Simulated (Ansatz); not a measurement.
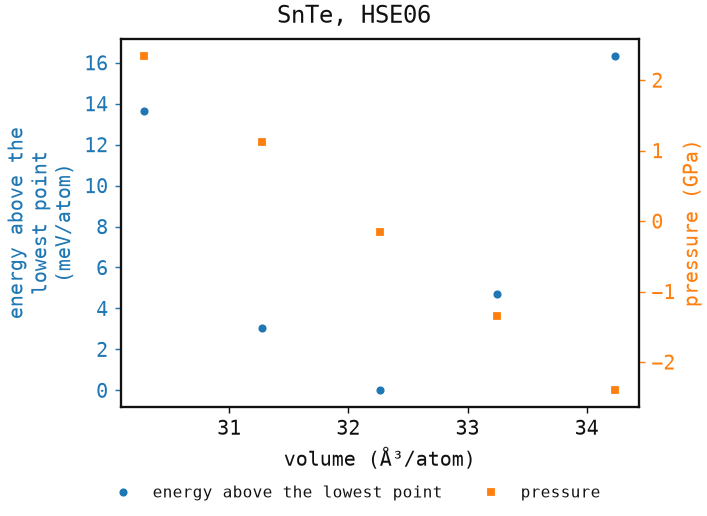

Computed with Ansatz 0.2.0 development build: equation of state of a cubic crystal from periodic Kohn-Sham density functional theory without spin; pressure corrected for the finite basis. Level: HSE06.

| setting | value |
| --- | --- |
| structure type | rock salt |
| atoms in cell | 2 |
| space group number | 225 |
| lattice centring | face-centred primitive |
| k mesh | 4×4×4 |
| occupation method | Fermi–Dirac |
| occupation width | 0.05 eV |
| wave cutoff | 420 eV |
| datasets | soft-1 PAW |
| density tolerance | 1e−07 eV |
| bands | 19 |
| density cutoff ratio | 4 |
| search for lower states | default |
| exchange singularity | Wigner-Seitz |

Figure. Energy above the lowest point and pressure against volume for SnTe, space group Fm-3m (No. 225) (one of a set of cubic test structures, which need not be the stable phase).

The energy above the lowest point is 13.6 meV/atom at volume 30.29 Å³/atom and 16.3 meV/atom at 34.24 Å³/atom; the lowest computed point is at volume 32.26 Å³/atom (0.0 meV/atom), and no other minimum shows. The pressure falls from 2.342 GPa at volume 30.29 Å³/atom to −2.402 GPa at 34.24 Å³/atom, and changes sign near 32.15 Å³/atom.

Limits of the calculation: coarse k-mesh, values are not converged in k.

One of the inputs:
```
crystal:
  lattice:
    - [0.0, 3.183489284756, 3.183489284756]
    - [3.183489284756, 0.0, 3.183489284756]
    - [3.183489284756, 3.183489284756, 0.0]
  atoms:
    - { symbol: Sn, position: [0.0, 0.0, 0.0] }
    - { symbol: Te, position: [0.5, 0.5, 0.5] }
kpoints:
  mp_grid: { grid: [4, 4, 4] }
hamiltonian:
  xc: hse06
  pseudopotentials: { kind: paw }
scf:
  occupations: { method: fermi_dirac, width: 0.05 }
output:
  forces: true
  stress: true
  eigenvalues: true
```

Launched with:
```bash
ansatz run input.yaml --threads 2
```
